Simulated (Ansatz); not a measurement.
TiAl: geometry relaxation (part 1 of 2)

- system: TiAl (P-6m2, 2 atoms in the cell)
- method: DFT PBEsol, scalar-relativistic, plane waves, PAW, PAW set soft_1, no spin polarisation (Ansatz 0.2.0)

The structure derives from a Materials Project entry. Figures and captions count atoms from 1; the log counts them from 0 in places.

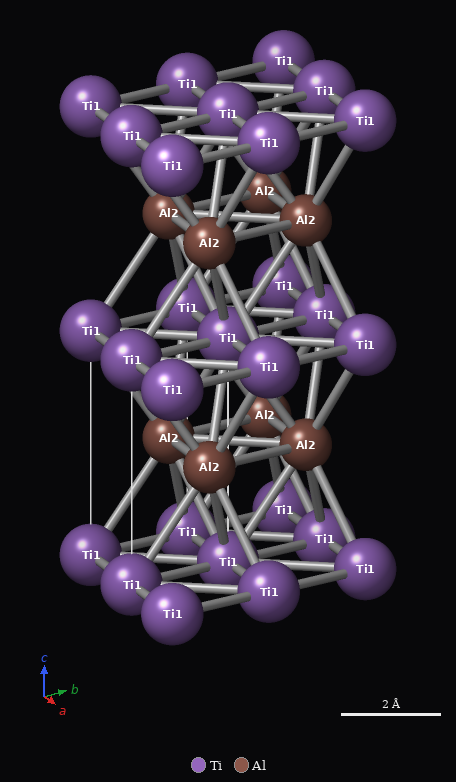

Fig. 1: The structure as given in the input (ball-and-stick view of the cell of the calculation, repeated 2 × 2 × 2, seen slightly off an axis; atoms are numbered from 1 in the order of the input). An atom can appear more than once, as a periodic image. Near neighbours in the periodic cell (some may lie outside the picture): Ti has 6 Al at 2.87 Å and 6 Ti at 2.87 Å; Al has 6 Al at 2.87 Å and 6 Ti at 2.87 Å.

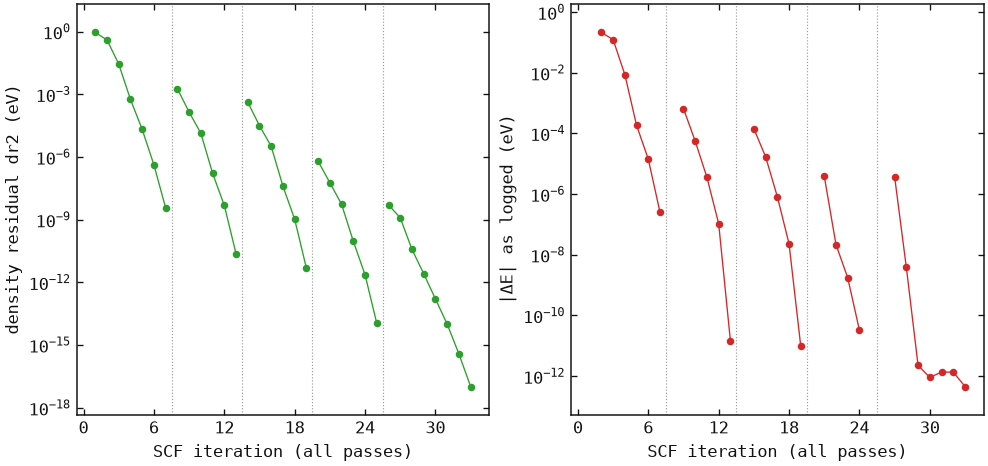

Fig. 2: Convergence of the self-consistent field: density residual dr2 and size of the energy change against the SCF iteration. The dotted lines part the SCF passes of the relaxation: geometry steps, rejected trials and re-solves on a re-selected basis. The 5 passes take 6 to 8 iterations each, 33 in all.

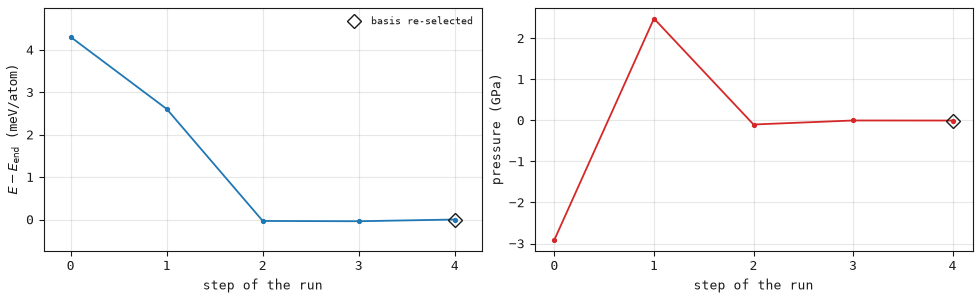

Fig. 3: Progress of the relaxation, step by step (the first geometry is step 0 here and step 1 in the log).

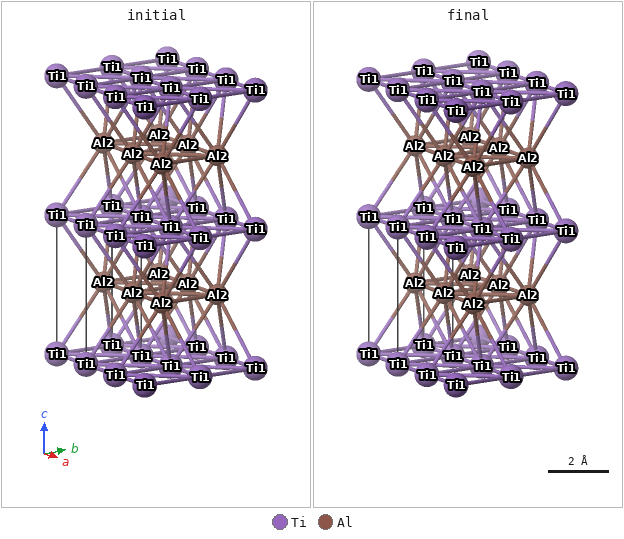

Fig. 4: Before (left) and after (right) the relaxation, at one scale (ball-and-stick view of the cell of the calculation, repeated 3 × 2 × 2, seen slightly off an axis). After 3 geometry steps the energy has fallen by 4.3 meV per atom. All forces vanish by symmetry, so only the cell relaxes. Pressure: −2.91 GPa at the start and 0.00 GPa at the end. No atom moves by more than 0.005 Å relative to the cell. The volume changes by −2.6 %, with a = b 2.867 → 2.848 Å (−0.7 %), c 4.678 → 4.619 Å (−1.3 %). Among the contacts that change: Ti1–Al2 2.866 → 2.835 Å, Ti1–Ti1 2.867 → 2.848 Å, Al2–Al2 2.867 → 2.848 Å. The space group stays P-6m2 (No. 187). A last SCF at the same geometry on a re-selected plane-wave basis shifts the energy by +0.0 meV per atom. (Atoms are counted from 1 in the order of the input.)

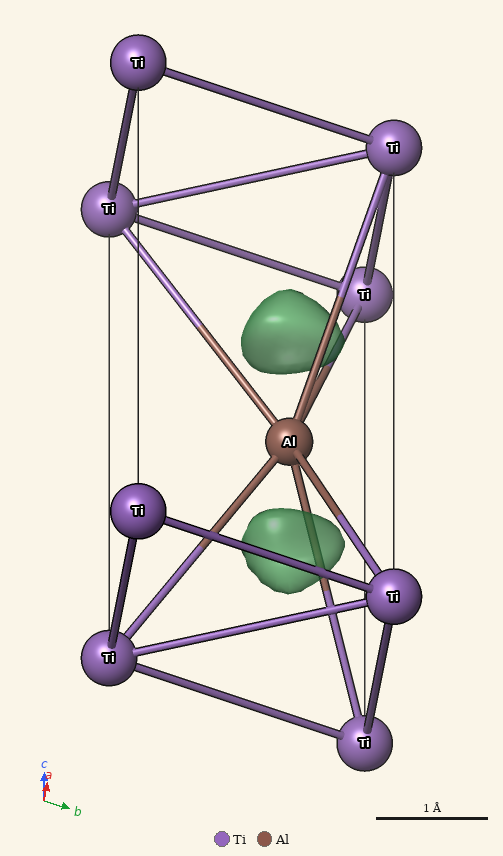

Fig. 5: Isosurface of the ELF at 0.75 (green), seen at an oblique angle. Core shells and regions of very low density are left out. Sticks mark near contacts. The outline is the cell set on symmetry axes. Values along the shortest contacts: Ti–Al (2.83 Å): the ELF is about 0.40 at the midpoint (metallic bonding. Ti–Ti (2.85 Å): the ELF is about 0.25 at the midpoint (no localised pair between them). Core electrons are frozen (PAW), so the fields are smoothed inside the atomic spheres.

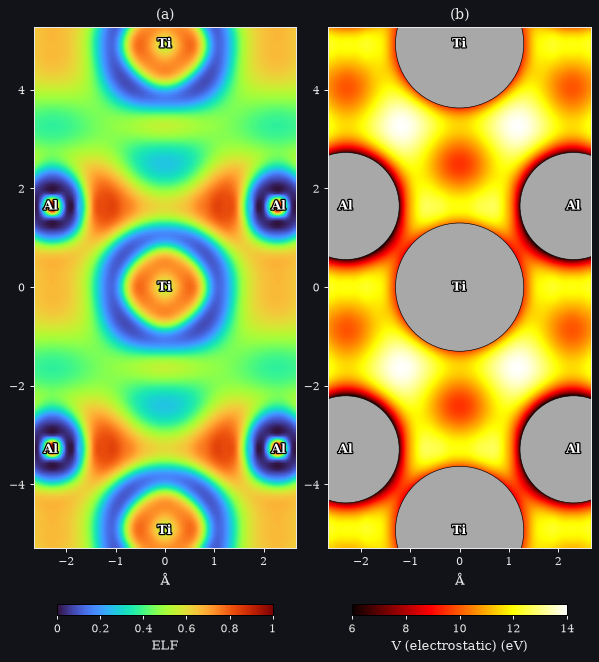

Fig. 6: (a) electron localisation function; (b) electrostatic potential (local pseudopotential plus Hartree) felt by an electron on the (110) plane of the conventional cell. Grey discs, where drawn, cover atomic cores. Atoms in the plane: Ti and Al. Ti–Al (2.83 Å): the ELF is about 0.40 at the midpoint (nearly free electrons, as in a simple metal). The ELF has a maximum of about 0.55 in the space between the atoms. The strong features right at Ti lie inside the PAW spheres (semicore, d or f shells) and say nothing about bonding. Outside the cores the potential energy rises away from the atoms and is highest about 2.0 Å from the nearest atoms; outside the discs it spans about 8 eV, and its zero is arbitrary.

The input and output of the run follow.

The input:
```yaml
crystal:
  lattice:
    - [2.8672622327, 0.0, 0.0]
    - [-1.4336311163, 2.4831219328, 0.0]
    - [0.0, 0.0, 4.678083]
  atoms:
    - { symbol: Ti, position: [0.0, 0.0, 0.0] }
    - { symbol: Al, position: [0.33333333, 0.66666667, 0.5] }
basis:
  ecutwfc: 520.0
kpoints:
  mp_grid: { grid: [18, 18, 10] }
hamiltonian:
  xc: pbesol
  pseudopotentials: { kind: paw, azcp: { folder: soft_1 } }
scf:
  occupations: { method: gaussian, width: 0.1 }
output:
  forces: true
  stress: true
  eigenvalues: true
  write_density: true
  write_potential: true
  elf: true
  volumetric_format: npy
relax:
  adjacent_minimum: "off"
  f_tol: 0.005
  max_steps: 80
  cell: { stress_tol: 0.05 }
```

Command:
```bash
ansatz run input.yaml --threads 2 --pin off --max-ram 4096MiB --backend cpu --events-out ev --progress --plain --runs-dir out
```

The program's output:
```
Warning: [file] the record states the generating functional pbe (its physics header spells it `PBE`), which answers neither for hamiltonian.xc's functional nor for the pbesol family's — results may be inconsistent (PPs are generated against a specific XC)
Warning: [file] the record states the generating functional pbe (its physics header spells it `PBE`), which answers neither for hamiltonian.xc's functional nor for the pbesol family's — results may be inconsistent (PPs are generated against a specific XC)
Engine: ansatz 0.2.0, aarch64-unknown-linux-gnu
Pseudopotentials: kind: paw
Pseudopotential: Ti, paw, valence charge 12, recommended cutoff 420 eV (normal), [file]
Pseudopotential: Al, paw, valence charge 3, recommended cutoff 420 eV (normal), [file]
Functional definition: PBEsol
  exchange = pbesol_x
  correlation = pbesol_c
Crystal: 2 atoms, lattice volume = 33.307 Å³
Basis set: ecut = 520 eV, 917 PW (Γ), exchange–correlation on 48×48×72 points (8 copies of the dense FFT grid, shifted against one another)
Bands: 12, of which v1, the nominal top of the filled ones, is band 8 counted from 1 (7 counted from 0)
Symmetry: 12 space group operations
Space group: P-6m2 (ITA 187), of the structure as read, at distance tolerance 3.2e-5 Å
k-points: 222 of 3240 (time reversal used)
Non-local potential: Ti, projectors of the file, l = 0: 3, l = 1: 2, l = 2: 3, l = 3: 1
Non-local potential: Al, projectors of the file, l = 0: 2, l = 1: 2, l = 2: 1
PAW form: soft (Blöchl's): semilocal exchange-correlation on the pseudo side does not see the compensation charge
PAW frozen core: Ti, regenerated for the run's functional, and the local potential with it (the file was generated under x = pbe(κ = 0.804, μ = 0.2195149727645171), c = pbe(β = 0.06672455060314922))
PAW frozen core: Al, regenerated for the run's functional, and the local potential with it (the file was generated under x = pbe(κ = 0.804, μ = 0.2195149727645171), c = pbe(β = 0.06672455060314922))
PAW one-centre angular grid: Ti, 590 points (default); XC on 64 Gauss nodes
PAW one-centre angular grid: Al, 110 points (default); XC on 64 Gauss nodes
Initial density: superposition of atomic densities (chi_scale 0.1, normalization cell, long waves kept (reshape's long-wave potential 0.00 eV rms))
Initial wavefunctions: pseudopotential atomic-orbital guess
Functional: x = pbesol(κ = 0.804, μ = 0.12345679012345678), c = pbesol(β = 0.046)
SCF iter   1: F=—  HF=-2999.298419 eV  |F-HF|=—  |Δ(HF+E_count)|=         —  Δρ=4.40e-2  dr2=9.10e-1  ethr=3.10e-3  ⟨swp⟩=4.8  Hψ=13587  notcnv=0
preconditioner: auto → none  [metal: Δε(μ)=0.004 eV  Ē_g=5.260 eV  σ=0.100 eV  W_gap=0.02  n_scr=2 (ndim 8)  ℏωp=17.0 eV  f_vac=0.000  D(μ)=2.50/eV (n_scr^D=22)  sad-step TF]
SCF iter   2: F=—  HF=-2999.085337 eV  |F-HF|=—  |Δ(HF+E_count)|=   2.13e-1  Δρ=2.24e-2  dr2=4.00e-1  ethr=3.10e-3  ⟨swp⟩=2.2  Hψ=5459  notcnv=0  defer=58
SCF iter   3: F=—  HF=-2998.961836 eV  |F-HF|=—  |Δ(HF+E_count)|=   1.24e-1  Δρ=7.09e-3  dr2=2.81e-2  ethr=2.67e-3  ⟨swp⟩=2.0  Hψ=4313  notcnv=0  defer=58
SCF iter   4: F=—  HF=-2998.953128 eV  |F-HF|=—  |Δ(HF+E_count)|=   8.71e-3  Δρ=1.34e-3  dr2=5.68e-4  ethr=1.88e-4  ⟨swp⟩=2.3  Hψ=5933  notcnv=0  defer=57
SCF iter   5: F=—  HF=-2998.952943 eV  |F-HF|=—  |Δ(HF+E_count)|=   1.85e-4  Δρ=3.07e-4  dr2=2.09e-5  ethr=3.79e-6  ⟨swp⟩=2.3  Hψ=3447  notcnv=0  defer=57
SCF iter   6: F=—  HF=-2998.952929 eV  |F-HF|=—  |Δ(HF+E_count)|=   1.42e-5  Δρ=4.50e-5  dr2=4.21e-7  ethr=1.39e-7  ⟨swp⟩=2.3  Hψ=3457  notcnv=0  defer=57
SCF iter   7: F=-2998.952929 eV  HF=-2998.952929 eV  |F-HF|=2.59e-9  |Δ(HF+E_count)|=   2.50e-7  Δρ=2.98e-6  dr2=3.66e-9  ethr=6.67e-10  ⟨swp⟩=8.6  Hψ=16190  notcnv=0
SCF 1 converged in 7 iterations: F = -2998.952929 eV  dr2 = 3.66e-9
  greatest PAW one-centre occupation: 0.999 electrons in one spin orbital (limit 2), on the Ti atom at site 0 (counted from 0), in its partial waves of l = 0
relax step   1: F+E_penalty+E_count = -2998.95292895 eV  Δ(F+E_penalty+E_count) = +0.000e0 eV  max|allowed force component| = 3.932e-17 eV/Å  Δτ_max = 0.0000 Å  P = -2.906 GPa  Ω = 33.307 Å³  (7 SCF iters, dr2 threshold 1.00e-7 eV, accepted)
Crystal: 2 atoms, lattice volume = 31.777 Å³
Basis set: ecut = 520 eV, 845 PW (Γ), exchange–correlation on 48×48×72 points (8 copies of the dense FFT grid, shifted against one another)
Initial density: handed on by an earlier stage of this run
Initial wavefunctions: those handed on with the density
iter 1 solved again at ethr=1.24e-5 eV; its pass at ethr=3.10e-3 eV (dr2=1.86e-3 eV) is discarded
SCF iter   1: F=—  HF=-2998.957042 eV  |F-HF|=—  |Δ(HF+E_count)|=         —  Δρ=1.83e-3  dr2=1.86e-3  ethr=1.24e-5  ⟨swp⟩=1.0  Hψ=17070  notcnv=0
preconditioner: auto → none  [metal: Δε(μ)=0.006 eV  Ē_g=5.279 eV  σ=0.100 eV  W_gap=0.04  n_scr=2 (ndim 8)  ℏωp=17.4 eV  f_vac=0.000  D(μ)=2.52/eV (n_scr^D=34)]
SCF iter   2: F=—  HF=-2998.956382 eV  |F-HF|=—  |Δ(HF+E_count)|=   6.60e-4  Δρ=7.78e-4  dr2=1.41e-4  ethr=1.24e-5  ⟨swp⟩=2.0  Hψ=3347  notcnv=0
SCF iter   3: F=—  HF=-2998.956326 eV  |F-HF|=—  |Δ(HF+E_count)|=   5.56e-5  Δρ=2.19e-4  dr2=1.37e-5  ethr=9.37e-7  ⟨swp⟩=2.0  Hψ=3418  notcnv=0
SCF iter   4: F=—  HF=-2998.956323 eV  |F-HF|=—  |Δ(HF+E_count)|=   3.55e-6  Δρ=2.62e-5  dr2=1.68e-7  ethr=9.16e-8  ⟨swp⟩=2.0  Hψ=3390  notcnv=0
iter 5 did not close the SCF: its close was put off for the readings that it lacked (scf_convergence_deferred on its scf_iter line)
SCF iter   5: F=-2998.956323 eV  HF=-2998.956323 eV  |F-HF|=8.23e-10  |Δ(HF+E_count)|=   1.06e-7  Δρ=4.16e-6  dr2=4.84e-9  ethr=1.12e-9  ⟨swp⟩=2.0  Hψ=3361  notcnv=0
SCF iter   6: F=-2998.956323 eV  HF=-2998.956323 eV  |F-HF|=4.77e-11  |Δ(HF+E_count)|=  1.46e-11  Δρ=3.15e-7  dr2=2.38e-11  ethr=3.23e-11  ⟨swp⟩=4.4  Hψ=11515  notcnv=0
SCF 2 converged in 6 iterations: F = -2998.956323 eV  dr2 = 2.38e-11
relax step   2: F+E_penalty+E_count = -2998.95632267 eV  Δ(F+E_penalty+E_count) = -3.394e-3 eV  max|allowed force component| = 4.917e-17 eV/Å  Δτ_max = 0.0000 Å  P = +2.481 GPa  Ω = 31.777 Å³  energy of the carried Pulay correction = +1.520e-4 eV  (6 SCF iters, dr2 threshold 2.00e-7 eV, accepted)
```
